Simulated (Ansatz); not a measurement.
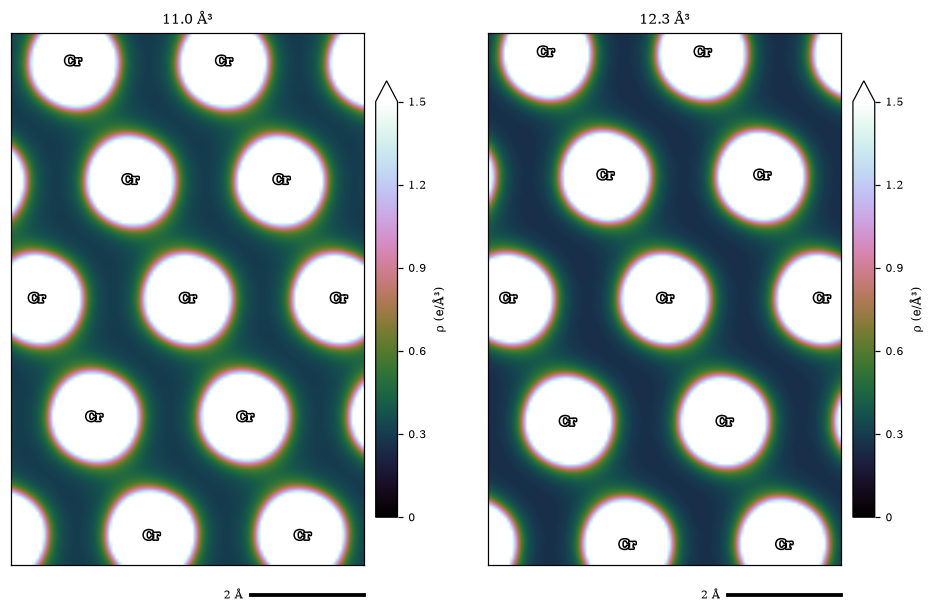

Cr. The valence charge density (pseudo) of cells scaled evenly to different volumes (given per atom above each panel), on the (11̄0) plane of each (indices in the axes of the cell below), at one length scale and on one colour scale.

A generated structure, not necessarily the stable one; computed without spin polarisation.

Theory: DFT, LDA (PW92), plane waves (420 eV) with PAW, scalar-relativistic in Ansatz 0.2.0.

The density is the valence pseudo-density of a PAW calculation; it isn't the true density close to the nuclei.

The largest cell:

```cif
data_structure
_symmetry_space_group_name_H-M 'P 1'
_symmetry_Int_Tables_number 1
_cell_length_a 4.2619
_cell_length_b 4.2619
_cell_length_c 2.7748
_cell_angle_alpha 97.106
_cell_angle_beta 97.106
_cell_angle_gamma 146.999
_cell_volume 24.71
loop_
_atom_site_label
_atom_site_type_symbol
_atom_site_fract_x
_atom_site_fract_y
_atom_site_fract_z
_atom_site_occupancy
Cr1 Cr 0.00002 0.99998 0.00000 1
Cr2 Cr 0.74998 0.25002 0.50000 1
```

| volume (Å³/atom) | Cr–Cr contact in the plane (Å) | ρ at its midpoint (e/Å³) | pressure (GPa) | 
| --- | --- | --- | --- |
| 11.03 | 2.331 | 0.470 | 0.0 | 
| 11.91 | 2.392 | ? | ? | 
| 12.35 | 2.421 | 0.403 | −25.4 | 

> Estimate the missing row, and compare with the calculation.

Over the known rows ln ρ falls by 1.71 per Å of Cr–Cr distance (the line through the two), which gives 0.423 e/Å³ at 2.392 Å; the calculation gives 0.422 e/Å³. For the pressure, a straight line in volume between the neighbouring rows gives −16.9 GPa; the calculation gives −18.6, lower because pressure rises ever faster on compression.
